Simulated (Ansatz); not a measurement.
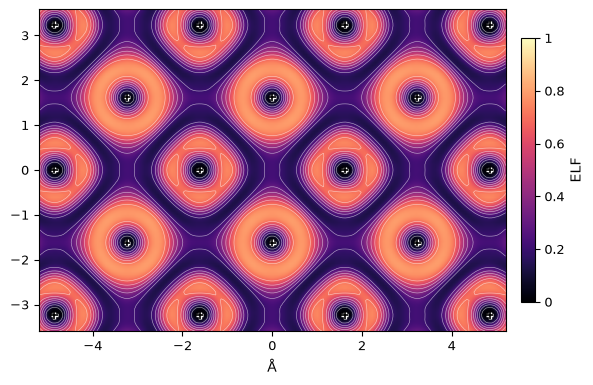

The electron localisation function on a plane through atoms (crosses mark nuclei in the plane).

All numbers below come from Ansatz 0.2.0, DFT PBEsol, scalar-relativistic, plane waves, PAW.

Candidates:
A. W, a = 2.83 Å, b = 2.83 Å, c = 4.12 Å, α = 90.00°, β = 90.00°, γ = 90.00°. Space group I4/mmm; changed on purpose from its base cell (strain -0.015 along x and y, +0.015 along z, atoms carried along); computed pressure about −9 GPa in this cell.
B. TaN, a = 3.24 Å, b = 3.24 Å, c = 4.25 Å, α = 90.00°, β = 90.00°, γ = 90.00°. Space group I4/mmm; changed on purpose from its base cell (strain +0.050 along x and y, -0.025 along z, atoms carried along); computed pressure about −14 GPa in this cell.

> Which system is this?

Candidate B: TaN on the (001) plane of the conventional cell, which holds Ta and N. Ta–N (2.29 Å): the ELF peaks at about 0.80 in the valence shell of N, 0.7 Å from its nucleus, and is about 0.15 at the midpoint (no localised pair shows between them).
